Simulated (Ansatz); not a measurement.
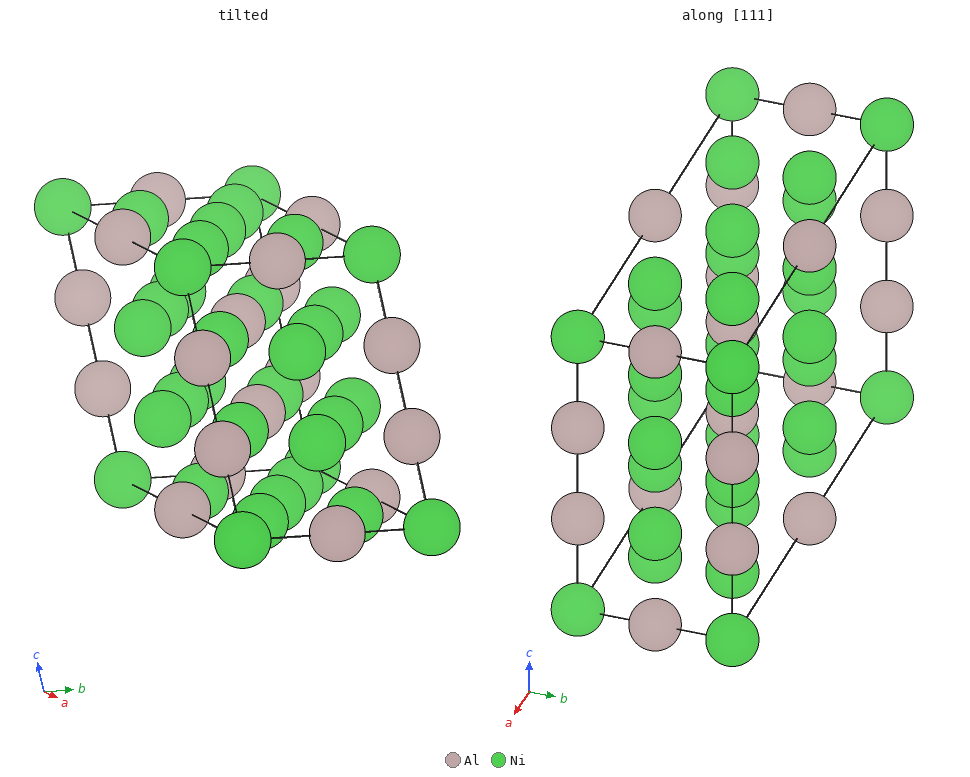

The crystal in a spheres-only representation, seen slightly off an axis and along [111]. One conventional unit cell is framed, with atoms on its boundary repeated.

Notes on the structure:

- Formula: AlNi₃.
- Space group C2/m (No. 12), lattice base-centred monoclinic.
- Content of the cell: 6 Al, 18 Ni (Z = 6).
- Al takes two kinds of site: 4i with eleven Ni and one Al in a cuboctahedral arrangement; 2b with twelve Ni in a cuboctahedral arrangement.

Provenance: a structure listed in the Materials Project. Earlier steps of the study, as a rule a relaxation of our own, may have changed the cell and positions, so they can lie some per cent off the listed ones. It was set up as input for a calculation with Ansatz.
